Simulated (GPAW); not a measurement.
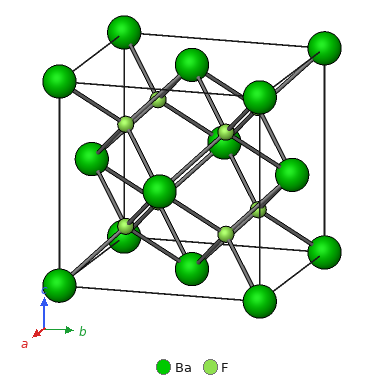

System: BaF₂, space group Fm-3m (No. 225). The picture shows the conventional cell.

Input file:
```
from ase.eos import EquationOfState
from ase.io import Trajectory
from ase.spacegroup import crystal
from ase.units import GPa
from gpaw import GPAW, PW, setup_paths

setup_paths.insert(0, '.')

# Ba 4a
# F 8c
atoms = crystal(['Ba', 'F'],
                basis=[[0.0, 0.0, 0.0],
                       [0.25, 0.25, 0.75]],
                spacegroup=225, setting=1,  # Fm-3m
                cellpar=[6.2001, 6.2001, 6.2001, 90.0, 90.0, 90.0],
                primitive_cell=True)

traj = Trajectory('eos.traj', 'w')
volumes, energies = [], []
for x in [0.94, 0.96, 0.98, 1.0, 1.02, 1.04, 1.06]:
    a = atoms.copy()
    a.set_cell(atoms.cell * x**(1 / 3), scale_atoms=True)
    calc = GPAW(mode=PW(800),
                xc='PBEsol',
                kpts={'size': (6, 6, 6), 'gamma': True},
                occupations={'name': 'fermi-dirac', 'width': 0.05},
                nbands=22,
                convergence={'density': 1e-05, 'energy': 1e-05},
                maxiter=150,
                txt=f'eos-{x:.2f}.txt')
    a.calc = calc
    energies.append(a.get_potential_energy(force_consistent=True))
    volumes.append(a.get_volume())
    p = -a.get_stress()[:3].mean() / GPa
    calc.write(f'eos-{x:.2f}.gpw')
    traj.write(a)
    print(f'{x:.2f} {volumes[-1]:10.4f} A^3 {energies[-1]:14.6f} eV {p:9.3f} GPa', flush=True)

v0, e0, B = EquationOfState(volumes, energies, eos='birchmurnaghan').fit()
print(f'V0 = {v0:.4f} A^3, E0 = {e0:.6f} eV, B0 = {B / GPa:.2f} GPa')
```

Launched with:
```bash
gpaw-setup -f PBEsol Ba F
OMP_NUM_THREADS=1 python run.py
```

Computed with GPAW 26.7.0: PAW DFT in plane waves, on a grid or in atomic orbitals, no spin polarisation; energies at scaled volumes of the given cell, shape and fractions fixed, counted from the fit's minimum, third-order Birch-Murnaghan fit. Level: PBEsol.

k mesh 6×6×6; occupations Fermi–Dirac; smearing width 0.05 eV; potentials PAW data sets made by gpaw setup for the functional; wave cutoff 800 eV; program settings basis pw.

The printed pressures vanish at a volume slightly off the minimum of the energy fit, as a finite basis (Pulay stress) and smearing make them.

Predict the energy and pressure against volume. The volume takes the values 18.67, 19.07, 19.46, 19.86, 20.26, 20.66, 21.05 Å³/atom.

A third-order Birch–Murnaghan fit gives V0 = 19.56 Å³/atom, B0 = 61.3 GPa and B′ = 5.6. The energy is 8.61 meV/atom at volume 18.67 Å³/atom and 18.52 meV/atom at 21.05 Å³/atom; the lowest computed point is at volume 19.46 Å³/atom (0.03 meV/atom), and no other minimum shows. The pressure falls from 2.03 GPa at volume 18.67 Å³/atom to −4.76 GPa at 21.05 Å³/atom, and changes sign near 19.23 Å³/atom.

| volume (Å³/atom) | energy (meV/atom) | pressure (GPa) |
| --- | --- | --- |
| 18.67 | 8.61 | 2.03 |
| 19.07 | 2.59 | 0.53 |
| 19.46 | 0.03 | −0.79 |
| 19.86 | 0.86 | −1.97 |
| 20.26 | 4.43 | −3.01 |
| 20.66 | 10.37 | −3.94 |
| 21.05 | 18.52 | −4.76 |

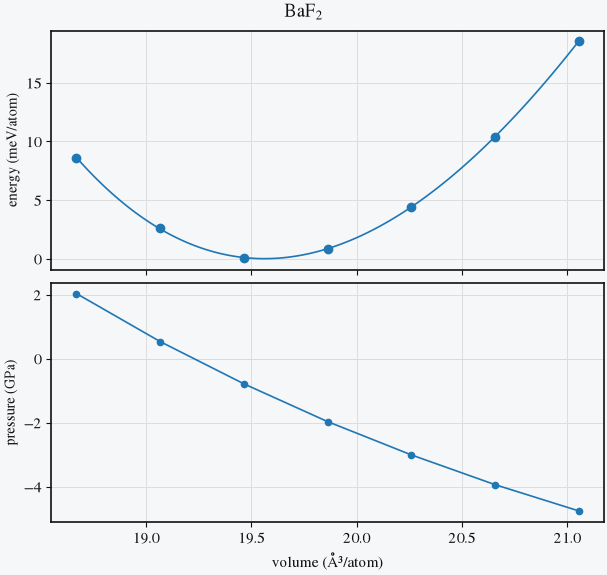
